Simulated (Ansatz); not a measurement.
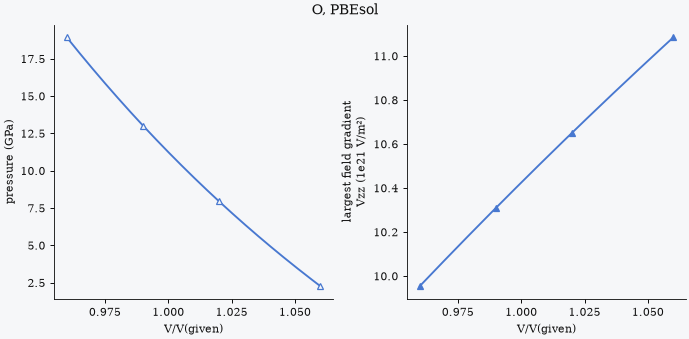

The picture above shows the pressure and largest field gradient Vzz against V/V(given) for O, space group P6_3/mmc (No. 194).

Cell as given: a = 2.561 Å, b = 2.561 Å, c = 6.575 Å, α = 90.00°, β = 90.00°, γ = 120.00°; 4 atoms.

Calculation (Ansatz 0.2.0): periodic Kohn-Sham DFT of a crystal at fixed atoms, scaled to the stated factor times the given cell; pressure positive in compression. Level: PBEsol.

- method: all-electron PAW
- relativity: scalar
- k mesh: 13×13×5
- occupations: Fermi–Dirac
- smearing width: 0.03 eV
- nucleus: Gaussian

V(given) is 9.34 Å³/atom.

Read off the course of the pressure.

Answer. It falls from 18.9 GPa at V/V(given) 0.96 to 2.3 GPa at 1.06.

What does the largest field gradient Vzz do across the range?

Answer. It rises from 9.954 1e21 V/m² at V/V(given) 0.96 to 11.084 1e21 V/m² at 1.06.

Keep in mind: a lower magnetic state may exist; no gap: field gradients move with the k mesh; the volumes run don't bracket the minimum of the energy, so any equilibrium value is extrapolated; shape and atomic fractions are frozen while scaling, which makes layered, chain and framework solids too stiff.
